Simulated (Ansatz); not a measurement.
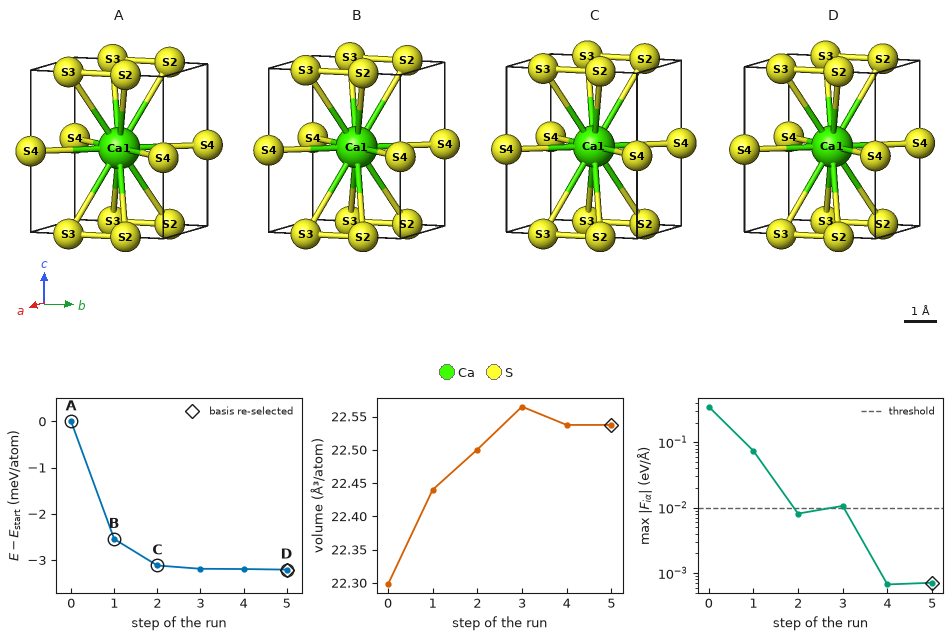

Frames of a relaxation of crystalline CaS3 (a generated structure, set up in Pmmm), marked on the history of the run. The picture is a ball-and-stick view of the cell of the calculation, seen slightly off an axis.

Method: Ansatz 0.2.0, DFT PBE, scalar-relativistic, plane waves, PAW.

Input file:
```yaml
crystal:
  lattice:
    - [3.7011514031, 0.0, 0.0]
    - [0.0, 4.6044838637, 0.0]
    - [0.0, 0.0, 5.2336240369]
  atoms:
    - { symbol: Ca, position: [0.5, 0.5, 0.5] }
    - { symbol: S, position: [0.0, 0.71480942, 0.0] }
    - { symbol: S, position: [0.0, 0.28519058, 0.0] }
    - { symbol: S, position: [0.0, 0.0, 0.5] }
basis:
  ecutwfc: 420
kpoints:
  mp_grid: { grid: [12, 10, 10] }
hamiltonian:
  xc: pbe
scf:
  occupations: { method: gaussian, width: 0.1 }
output:
  forces: true
  stress: true
  eigenvalues: true
relax:
  adjacent_minimum: "off"
  f_tol: 0.01
  max_steps: 80
  cell: { stress_tol: 0.05 }
```

Command:
```bash
ansatz run input.yaml --threads 1 --pin off --max-ram 2048MiB --backend cpu --events-out ev --progress --plain --runs-dir out
```

Q: What happens along the run?

A: Over 4 accepted moves (5 points after the start) the energy falls by 3.2 meV per atom. Largest force component: 0.35 eV/Å at the start, 0.00071 eV/Å at the end. Pressure: 0.32 GPa at the start and 0.00 GPa at the end. The SCF was repeated once at an unchanged geometry on a basis and grid sized afresh for the cell, which shifted the energy by less than 0.05 meV per atom at most. The largest moves relative to the cell, 0.018 Å, are those of S2 and S3. S2 goes along +b. Ca stays in place. Cell: a 3.701 → 3.716 Å (+0.4 %), b 4.604 → 4.543 Å (−1.3 %), c 5.234 → 5.341 Å (+2.0 %). Volume +1.1 %. Some distances before and after: Ca1–S2 3.354 → 3.401 Å, Ca1–S4 2.954 → 2.934 Å, S2–S3 1.978 → 1.987 Å. The space group stays Pmmm (No. 47). From step 0 to 1: volume +0.6 %, energy −2.5 meV per atom. From step 1 to 2: volume +0.3 %, energy −0.6 meV per atom. From step 2 to 5: volume +0.2 %, energy −0.1 meV per atom.

| step | E − E(0), meV/atom | largest force component, eV/Å | pressure, GPa | volume, Å³/atom | note |
| --- | --- | --- | --- | --- | --- |
| 0 | 0.00 | 0.3504 | 0.32 | 22.298 |  |
| 1 | -2.54 | 0.0741 | -0.01 | 22.440 |  |
| 2 | -3.11 | 0.0081 | 0.16 | 22.500 |  |
| 3 | -3.19 | 0.0107 | -0.06 | 22.565 |  |
| 4 | -3.19 | 0.0007 | 0.00 | 22.537 |  |
| 5 | -3.20 | 0.0007 | 0.00 | 22.537 | same geometry, new basis |
